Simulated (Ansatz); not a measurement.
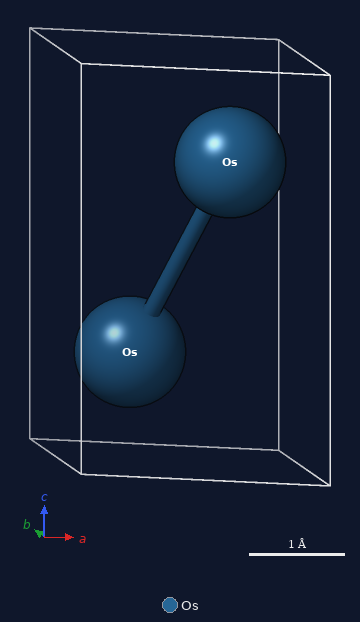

*The structure as given in the input (ball-and-stick view of the cell of the calculation, seen slightly off an axis). An atom can appear more than once, as a periodic image.*

Near neighbours in the periodic cell (some may lie outside the picture): Os has 12 Os at 2.70 to 2.76 Å.

**Os: geometry relaxation**

Os (P6₃/mmc, 2 atoms in the cell), computed with DFT r2SCAN, scalar-relativistic, plane waves, PAW, no spin polarisation (Ansatz 0.2.0).

The structure derives from an entry of the Crystallography Open Database. It belongs to a series of runs on one base structure; here: volume × 1.03, shape and atoms relaxed.

What the program printed
```
Engine: ansatz 0.2.0, aarch64-unknown-linux-gnu
Pseudopotentials: kind: paw
Pseudopotential: Os, paw, valence charge 16, recommended cutoff 500 eV (meta_gga), Os.paw.azcp
Functional definition: r2SCAN
  parameter k0 = 0.174
  parameter k1 = 0.065
  parameter a1 = 4.9479
  exchange = r2scan_x(k0 = k0, k1 = k1, a1 = a1)
  correlation = r2scan_c
Crystal: 2 atoms, lattice volume = 28.869 Å³
Basis set: ecut = 500 eV, 723 PW (Γ), exchange–correlation on 96×96×128 points (64 copies of the dense FFT grid, shifted against one another)
Bands: 20, of which v1, the nominal top of the filled ones, is band 16 counted from 1 (15 counted from 0)
Symmetry: 24 space group operations
Space group: P63/mmc (ITA 194), of the structure as read, at distance tolerance 3.1e-5 Å
k-points: 222 of 3240
Non-local potential: Os, projectors of the file, l = 0: 3, l = 1: 2, l = 2: 2, l = 3: 1
PAW form: soft (Blöchl's): semilocal exchange-correlation on the pseudo side does not see the compensation charge
PAW frozen core: Os, regenerated for the run's functional (the file was generated under x = pbe(κ = 0.804, μ = 0.2195149727645171), c = pbe(β = 0.06672455060314922))
PAW one-centre angular grid: Os, 590 points (default); XC on 160 Gauss nodes
Initial density: superposition of atomic densities (neutral atoms: chi_scale 0, normalization atom), corrected by the library's trained network
Initial wavefunctions: pseudopotential atomic-orbital guess
Functional: x = r2scan, c = r2scan; τ floored in thin density (d = 2e-4 eV/Å³)
SCF iter   1: F=—  HF=-22795.176597 eV  |F-HF|=—  |Δ(HF+E_count)|=         —  Δρ=1.03e-2  dr2=5.76e-3  dr2_τ=3.38e-2  ethr=1.77e-3  ⟨swp⟩=4.5  Hψ=17512  notcnv=0
preconditioner: auto → none  [metal: Δε(μ)=0.019 eV  Ē_g=6.874 eV  σ=0.100 eV  W_gap=0.11  n_scr=8 (ndim 8)  ℏωp=27.6 eV  f_vac=0.000  D(μ)=1.55/eV (n_scr^D=22)  sad-step TF]
SCF iter   2: F=—  HF=-22795.224612 eV  |F-HF|=—  |Δ(HF+E_count)|=   4.80e-2  Δρ=6.37e-3  dr2=2.45e-3  dr2_τ=5.96e-4  ethr=1.80e-5  ⟨swp⟩=2.0  Hψ=8094  notcnv=0  defer=11
SCF iter   3: F=—  HF=-22795.231422 eV  |F-HF|=—  |Δ(HF+E_count)|=   6.81e-3  Δρ=8.78e-4  dr2=1.90e-4  dr2_τ=2.41e-5  ethr=7.65e-6  ⟨swp⟩=2.9  Hψ=7725  notcnv=0  defer=14
SCF iter   4: F=—  HF=-22795.231563 eV  |F-HF|=—  |Δ(HF+E_count)|=   1.42e-4  Δρ=4.28e-4  dr2=3.14e-5  dr2_τ=4.00e-6  ethr=5.92e-7  ⟨swp⟩=2.0  Hψ=6187  notcnv=0  defer=14
SCF iter   5: F=—  HF=-22795.231637 eV  |F-HF|=—  |Δ(HF+E_count)|=   7.36e-5  Δρ=1.99e-4  dr2=8.30e-6  dr2_τ=9.45e-7  ethr=9.81e-8  ⟨swp⟩=2.0  Hψ=6174  notcnv=0  defer=14
SCF iter   6: F=-22795.231655 eV  HF=-22795.231655 eV  |F-HF|=1.77e-7  |Δ(HF+E_count)|=   1.78e-5  Δρ=2.27e-5  dr2=8.84e-8  dr2_τ=5.42e-9  ethr=3.13e-10  ⟨swp⟩=5.4  Hψ=22430  notcnv=0
SCF 1 converged in 6 iterations: F = -22795.231655 eV  dr2 = 8.84e-8
  greatest PAW one-centre occupation: 1.000 electrons in one spin orbital (limit 2), on the Os atom at site 1 (counted from 0), in its partial waves of l = 0
relax step   1: F+E_penalty+E_count = -22795.23165502 eV  Δ(F+E_penalty+E_count) = +0.000e0 eV  max|allowed force component| = 6.476e-17 eV/Å  Δτ_max = 0.0000 Å  P = -11.816 GPa  Ω = 28.869 Å³  fix = [volume]  reactions: volume -11.816 GPa  (6 SCF iters, dr2 threshold 1.00e-7 eV, accepted)
Initial density: handed on by an earlier stage of this run
Initial wavefunctions: those handed on with the density
iter 1 solved again at ethr=7.80e-8 eV; its pass at ethr=3.10e-3 eV (dr2=2.50e-5 eV) is discarded
SCF iter   1: F=—  HF=-22795.231143 eV  |F-HF|=—  |Δ(HF+E_count)|=         —  Δρ=4.12e-4  dr2=4.70e-5  dr2_τ=7.02e-4  ethr=7.80e-8  ⟨swp⟩=3.0  Hψ=24440  notcnv=0
eigensolver tolerance schedule calibrated: the retry pair's looser diagonalisation under-reported the residual by θ = 0.47 (0.10/decade); ethr = c·dr2/N_el runs at the constant in force after the calibration composes with the one it found (an armed cap, an earlier calibration), c = 9.6e-2
preconditioner: auto → none  [metal: Δε(μ)=0.009 eV  Ē_g=6.868 eV  σ=0.100 eV  W_gap=0.05  n_scr=8 (ndim 8)  ℏωp=27.6 eV  f_vac=0.000  D(μ)=1.59/eV (n_scr^D=22)]
SCF iter   2: F=—  HF=-22795.231566 eV  |F-HF|=—  |Δ(HF+E_count)|=   4.23e-4  Δρ=1.60e-4  dr2=2.70e-6  dr2_τ=1.65e-6  ethr=7.80e-8  ⟨swp⟩=2.1  Hψ=7691  notcnv=0
SCF iter   3: F=—  HF=-22795.231567 eV  |F-HF|=—  |Δ(HF+E_count)|=   1.01e-6  Δρ=7.97e-5  dr2=6.19e-7  dr2_τ=4.08e-8  ethr=6.00e-10  ⟨swp⟩=5.3  Hψ=17899  notcnv=0
SCF iter   4: F=-22795.231567 eV  HF=-22795.231567 eV  |F-HF|=3.32e-9  |Δ(HF+E_count)|=   5.18e-7  Δρ=6.68e-6  dr2=8.58e-9  dr2_τ=1.23e-9  ethr=6.00e-10  ⟨swp⟩=5.2  Hψ=17698  notcnv=0
SCF 2 converged in 4 iterations: F = -22795.231567 eV  dr2 = 8.58e-9
relax step   2: F+E_penalty+E_count = -22795.23156744 eV  Δ(F+E_penalty+E_count) = +8.759e-5 eV  max|allowed force component| = 9.714e-17 eV/Å  Δτ_max = 0.0000 Å  P = -11.733 GPa  Ω = 28.869 Å³  energy of the carried Pulay correction = -4.449e-7 eV  fix = [volume]  (4 SCF iters, dr2 threshold 2.00e-7 eV, rejected (line search))
iter 1 solved again at ethr=2.68e-8 eV; its pass at ethr=3.10e-3 eV (dr2=8.57e-6 eV) is discarded
SCF iter   1: F=—  HF=-22795.231600 eV  |F-HF|=—  |Δ(HF+E_count)|=         —  Δρ=2.36e-4  dr2=1.55e-5  dr2_τ=2.40e-4  ethr=2.68e-8  ⟨swp⟩=3.0  Hψ=24150  notcnv=0
preconditioner: auto → none  [metal: Δε(μ)=0.012 eV  Ē_g=6.869 eV  σ=0.100 eV  W_gap=0.07  n_scr=8 (ndim 8)  ℏωp=27.6 eV  f_vac=0.000  D(μ)=1.55/eV (n_scr^D=22)]
SCF iter   2: F=—  HF=-22795.231746 eV  |F-HF|=—  |Δ(HF+E_count)|=   1.47e-4  Δρ=9.65e-5  dr2=9.79e-7  dr2_τ=5.58e-7  ethr=2.68e-8  ⟨swp⟩=2.1  Hψ=7723  notcnv=0
SCF iter   3: F=—  HF=-22795.231740 eV  |F-HF|=—  |Δ(HF+E_count)|=   6.70e-6  Δρ=4.84e-5  dr2=2.25e-7  dr2_τ=1.33e-8  ethr=3.06e-9  ⟨swp⟩=1.3  Hψ=5408  notcnv=0
SCF iter   4: F=—  HF=-22795.231740 eV  |F-HF|=—  |Δ(HF+E_count)|=   1.73e-7  Δρ=4.32e-6  dr2=3.47e-9  dr2_τ=4.81e-10  ethr=7.04e-10  ⟨swp⟩=2.6  Hψ=7668  notcnv=0
SCF iter   5: F=—  HF=-22795.231740 eV  |F-HF|=—  |Δ(HF+E_count)|=  7.64e-10  Δρ=1.10e-6  dr2=3.21e-10  dr2_τ=9.11e-11  ethr=1.08e-11  ⟨swp⟩=2.5  Hψ=7791  notcnv=0
SCF iter   6: F=-22795.231740 eV  HF=-22795.231740 eV  |F-HF|=1.09e-11  |Δ(HF+E_count)|=  8.00e-11  Δρ=4.06e-7  dr2=3.61e-11  dr2_τ=1.57e-12  ethr=1.00e-12  ⟨swp⟩=4.1  Hψ=14338  notcnv=0
SCF 3 converged in 6 iterations: F = -22795.231740 eV  dr2 = 3.61e-11
relax step   3: F+E_penalty+E_count = -22795.23173991 eV  Δ(F+E_penalty+E_count) = -8.489e-5 eV  max|allowed force component| = 1.527e-16 eV/Å  Δτ_max = 0.0000 Å  P = -11.783 GPa  Ω = 28.869 Å³  energy of the carried Pulay correction = -1.844e-7 eV  fix = [volume]  reactions: volume -11.783 GPa  (6 SCF iters, accepted)
Initial wavefunctions: pseudopotential atomic-orbital guess (no wavefunctions were taken with the density)
iter 1 solved again at ethr=1.70e-8 eV; its pass at ethr=3.10e-3 eV (dr2=5.44e-6 eV) is discarded
SCF iter   1: F=—  HF=-22795.231720 eV  |F-HF|=—  |Δ(HF+E_count)|=         —  Δρ=1.54e-4  dr2=1.30e-7  dr2_τ=8.97e-9  ethr=1.70e-8  ⟨swp⟩=3.8  Hψ=31552  notcnv=0
preconditioner: auto → none  [metal: Δε(μ)=0.011 eV  Ē_g=6.869 eV  σ=0.100 eV  W_gap=0.06  n_scr=8 (ndim 8)  ℏωp=27.6 eV  f_vac=0.000  D(μ)=1.55/eV (n_scr^D=22)]
SCF iter   2: F=—  HF=-22795.231736 eV  |F-HF|=—  |Δ(HF+E_count)|=   1.61e-5  Δρ=7.69e-5  dr2=3.10e-8  dr2_τ=4.85e-7  ethr=4.08e-10  ⟨swp⟩=2.0  Hψ=6191  notcnv=0
SCF iter   3: F=—  HF=-22795.231745 eV  |F-HF|=—  |Δ(HF+E_count)|=   8.40e-6  Δρ=9.92e-6  dr2=1.54e-9  dr2_τ=8.65e-9  ethr=9.69e-11  ⟨swp⟩=2.0  Hψ=7429  notcnv=0
SCF iter   4: F=—  HF=-22795.231745 eV  |F-HF|=—  |Δ(HF+E_count)|=   1.33e-7  Δρ=1.31e-6  dr2=1.44e-10  dr2_τ=6.09e-11  ethr=4.80e-12  ⟨swp⟩=2.9  Hψ=7985  notcnv=0
SCF iter   5: F=-22795.231745 eV  HF=-22795.231745 eV  |F-HF|=0.00e0  |Δ(HF+E_count)|=  9.31e-10  Δρ=2.16e-7  dr2=4.59e-12  dr2_τ=1.13e-12  ethr=1.00e-12  ⟨swp⟩=4.1  Hψ=14337  notcnv=0
SCF 4 converged in 5 iterations: F = -22795.231745 eV  dr2 = 4.59e-12
relax step   4: F+E_penalty+E_count = -22795.23174479 eV  Δ(F+E_penalty+E_count) = -4.885e-6 eV  max|allowed force component| = 1.480e-16 eV/Å  Δτ_max = 0.0000 Å  P = -11.783 GPa  Ω = 28.869 Å³  fix = [volume]  reactions: volume -11.783 GPa  stress off target by 2.64e-3 GPa on what of the cell is left free  SCF on the basis re-selected at this cell (its energy is not comparable with the rows above)  (5 SCF iters)
```

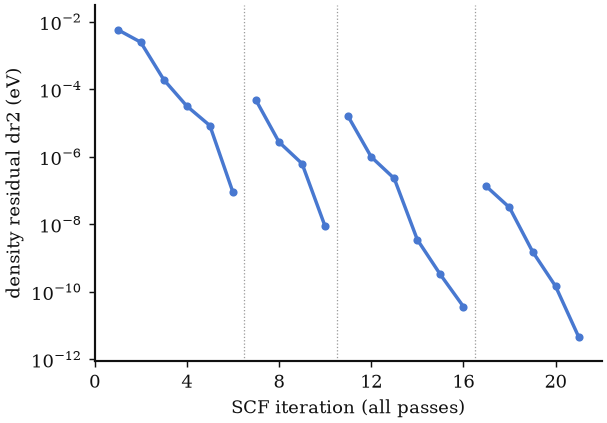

*Convergence of the self-consistent field: density residual dr2 against the SCF iteration. The dotted lines part the SCF passes of the relaxation: geometry steps, rejected trials and re-solves on a re-selected basis.*

The passes take 6, 4, 6 and 5 iterations.

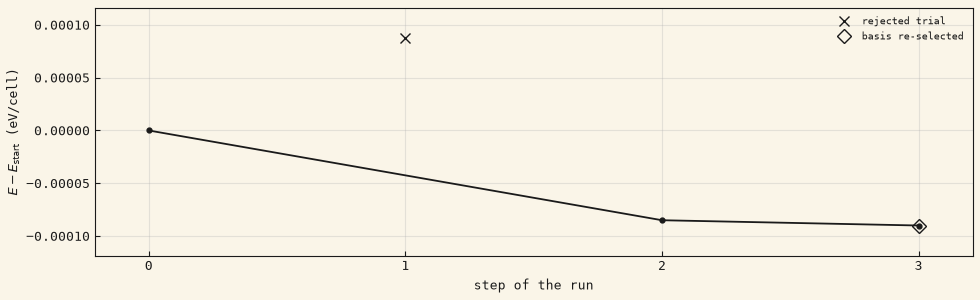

*Progress of the relaxation, step by step (the first geometry is step 0 here and step 1 in the log).*

The atoms keep their places relative to the cell (all moves are under 0.005 Å). The space group stays P6_3/mmc (No. 194). The energy falls by 0.1 meV per cell of the calculation in 2 geometry steps. All forces vanish by symmetry, so only the cell relaxes. Pressure: −11.82 GPa at the start and −11.78 GPa at the end. The line search rejected the trial step at point 1 (counted from 0) and went back. A last SCF at the same geometry on a re-selected plane-wave basis shifts the energy by next to nothing (0.0 meV per cell of the calculation). (Atoms are counted from 1 in the order of the input.)

```
basis re-selected at this cell: Δ(F+E_penalty+E_count) = -4.885e-6 eV, ΔP = +0.000 GPa vs the last step (what re-selecting the basis moved, of the pressure what is left beyond the Pulay correction that the steps carried, after the strain that the cell walked since its last selection, with what the two solves' SCF thresholds leave and, on support functions, any second-order correction that the steps lacked; it is no measure of the basis error at this ecutwfc). This SCF's stress stands 2.64e-3 GPa from its target on what of the cell is left free (relax.cell.stress_tol is 1.00e-1 GPa) and its largest allowed force component is 1.48e-16 eV/Å (relax.f_tol is 1.00e-2 eV/Å): within both
SCF converged after 5 iterations
Free energy (F): -22795.231745 eV
Harris-Foulkes:  -22795.231745 eV  (|F-HF|=0.00e0)
Internal energy: -22795.223994 eV  (E = F + TS)
E sigma→0 (E₀):  -22795.227869 eV
Entropy (-TS):   -0.007751 eV (-3.875 meV/atom)
Fermi energy:    24.854780 eV
--- Per-component energies (eV) ---
  E_band       = -191.677121
  E_kinetic    = 1123.246966
  E_local      = -1631.220751  (includes V_loc(G=0)·N_el)
  E_nonlocal   = -3.353752
  E_hartree    = 671.402606
  E_xc         = -504.990187
  E_vxc        = -627.012151  (∫ρ·V_xc dr)
  E_paw        = -18077.630898  (= ΣΔE_a)
  E_vpaw       = -432.781162  (= ΣTr[D̂ρ^β])
  E_aug_tail   = -0.000293  (compensation charges beyond the density's cutoff)
  E_vtau       = 36.638769  (kinetic-family band-sum trace: ∫τ·v_τ [+ j·A + Jᵃ·Aᵃ] dr)
  E_ewald      = -4371.907659
  E_core_change = -0.770026  (= ΣΔE_core)
  E_smearing   = -0.007751  (= −TS)
  E_closure    = 0.000000  (closes the sum)
  Σ components = -22795.231745   (vs F -22795.231745, Δ=0.00e0)
--- Forces (eV/Å), atoms counted from 1 ---
  atom   1  Os     0.00000000     0.00000000    -0.00000000
  atom   2  Os    -0.00000000    -0.00000000     0.00000000
  max |Σ_I F_I| component: 9.25e-17 eV/Å
--- Stress (GPa, compression-positive) ---
      -11.784087       0.000000      -0.000000
        0.000000     -11.784087       0.000000
       -0.000000       0.000000     -11.780133
  P = ⅓ Tr σ = -11.7828 GPa (-117.828 kbar)
--- Band table (eV; the first three rows and the last of 222) ---
  k-point 0: bands = ["-63.7625", "-63.6471", "-23.1084", "-22.2067", "-22.2067", "-22.0324", "-22.0324", "-21.9738", "13.6944", "17.0120", "21.8243", "21.8243", "22.1017", "22.6534", "22.6534", "23.2670", "23.2670", "24.8451", "26.5355", "26.5355"]
  k-point 1: bands = ["-63.7597", "-63.6499", "-23.0822", "-22.2025", "-22.2025", "-22.0367", "-22.0367", "-22.0032", "13.8221", "17.0270", "21.7395", "21.7395", "22.0273", "22.5703", "22.5703", "23.4636", "23.4636", "24.4251", "26.5516", "26.5516"]
  k-point 2: bands = ["-63.7516", "-63.6582", "-23.0056", "-22.1902", "-22.1902", "-22.0882", "-22.0491", "-22.0491", "14.1940", "17.0475", "21.5914", "21.5914", "21.8247", "22.3553", "22.3553", "23.4508", "23.9366", "23.9366", "26.5555", "26.5555"]
  k-point 221: bands = ["-63.6413", "-63.6413", "-22.8777", "-22.8777", "-22.6177", "-22.6177", "-22.1750", "-22.1750", "18.9860", "18.9860", "19.8940", "19.8940", "21.3647", "21.3647", "23.4910", "23.4910", "26.4841", "26.4841", "33.2205", "33.2205"]
--- Relaxed structure (3 steps of the walk, 2 accepted, 1 SCFs on fresh bases) ---
  F+E_penalty+E_count = -22795.23174479 eV   max|allowed force component| = 1.480e-16 eV/Å   (the final SCF, on the basis selected at the relaxed cell)
  cell:  # Å, volume = 28.8686 Å³
    - [2.7649301805026387, 0.0, 0.0]
    - [-1.3824650902513194, 2.394499776005579, 0.0]
    - [0.0, 0.0, 4.360405336542173]
  atoms:
    - { symbol: Os, position: [0.33333333333333326, 0.6666666666666665, 0.25] }
    - { symbol: Os, position: [0.6666666666666665, 0.33333333333333326, 0.75] }
```

Trajectory as extended XYZ (Å, eV, eV/Å), 4 frames, from step=1 to step=4
```
2
Lattice="2.7634 0.0000 0.0000 -1.3817 2.3932 0.0000 0.0000 0.0000 4.3652" Properties=species:S:1:pos:R:3:forces:R:3 step=1 energy=-22795.23165 pressure_GPa=-11.82
Os    0.0000    1.5955    1.0913    0.0000   0.0000   0.0000
Os    1.3817    0.7977    3.2739    0.0000   0.0000   0.0000
2
Lattice="2.7671 0.0000 0.0000 -1.3835 2.3964 0.0000 0.0000 0.0000 4.3536" Properties=species:S:1:pos:R:3:forces:R:3 step=2 energy=-22795.23157 pressure_GPa=-11.73 accepted=F
Os    0.0000    1.5976    1.0884    0.0000   0.0000   0.0000
Os    1.3835    0.7988    3.2652    0.0000   0.0000   0.0000
2
Lattice="2.7649 0.0000 0.0000 -1.3825 2.3945 0.0000 0.0000 0.0000 4.3604" Properties=species:S:1:pos:R:3:forces:R:3 step=3 energy=-22795.23174 pressure_GPa=-11.78
Os    0.0000    1.5963    1.0901    0.0000   0.0000   0.0000
Os    1.3825    0.7982    3.2703    0.0000   0.0000   0.0000
2
Lattice="2.7649 0.0000 0.0000 -1.3825 2.3945 0.0000 0.0000 0.0000 4.3604" Properties=species:S:1:pos:R:3:forces:R:3 step=4 energy=-22795.23175 pressure_GPa=-11.78
Os    0.0000    1.5963    1.0901    0.0000   0.0000   0.0000
Os    1.3825    0.7982    3.2703    0.0000   0.0000   0.0000
```

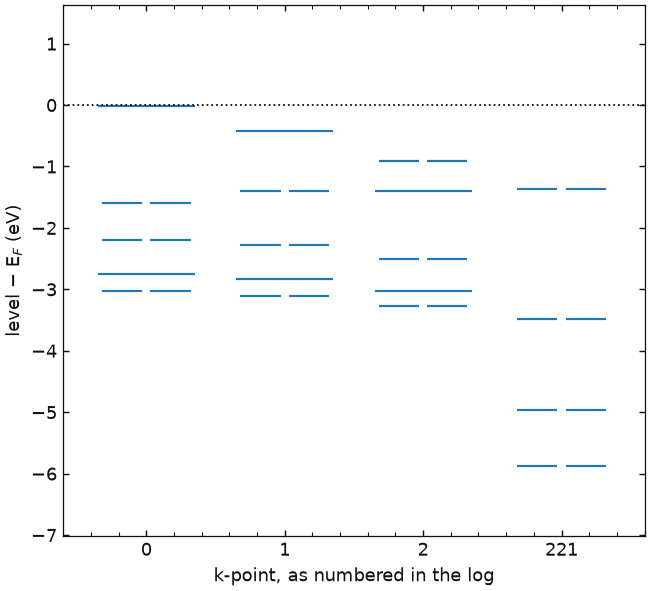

*Kohn–Sham levels near the Fermi level (dotted) at the few k-points that the log prints; levels within 0.02 eV of each other stand side by side.*

The system is metallic on the full mesh.

This output came from the following input.

Input file
```yaml
crystal:
  lattice:
    - [2.7634025836, 0.0, 0.0]
    - [-1.3817012918, 2.3931768383, 0.0]
    - [0.0, 0.0, 4.3652274951]
  atoms:
    - { symbol: Os, position: [0.3333333333, 0.6666666667, 0.25] }
    - { symbol: Os, position: [0.6666666667, 0.3333333333, 0.75] }
basis:
  ecutwfc: 500
kpoints:
  mp_grid: { grid: [18, 18, 10] }
hamiltonian:
  xc: r2scan
scf:
  occupations: { method: gaussian, width: 0.1 }
output:
  forces: true
  stress: true
  eigenvalues: true
relax:
  adjacent_minimum: "off"
  f_tol: 0.01
  max_steps: 30
  cell: { stress_tol: 0.1, fix: [volume] }
```

Command:
```bash
ansatz run input.yaml --threads 1 --pin off --max-ram 2560MiB --backend cpu --events-out ev --progress --plain --runs-dir out
```

Summary

- outcome: converged
- space group (tolerance 0.01 Å): P6₃/mmc (194)
- electrons treated: 32
- free energy: −22795.2317 eV
- Fermi energy: 24.855 eV
- gap on the k-point mesh: none (metallic)
- pressure: −11.78 GPa
- final volume: 28.87 Å³
- largest force (length of the vector) at the end: under 0.001 eV/Å
- final cell: a = 2.765 Å, b = 2.765 Å, c = 4.360 Å, α = 90.00°, β = 90.00°, γ = 120.00°
- hardware: 1 thread of Arm Neoverse V2, 24 GiB of memory available, shared host
- wall time: 45 s
- peak memory: 0.49 GiB

Remarks

Spin–orbit coupling is left out, which matters for Os. The cell is under a tension of 11.8 GPa at this level, so it is not at its equilibrium volume.
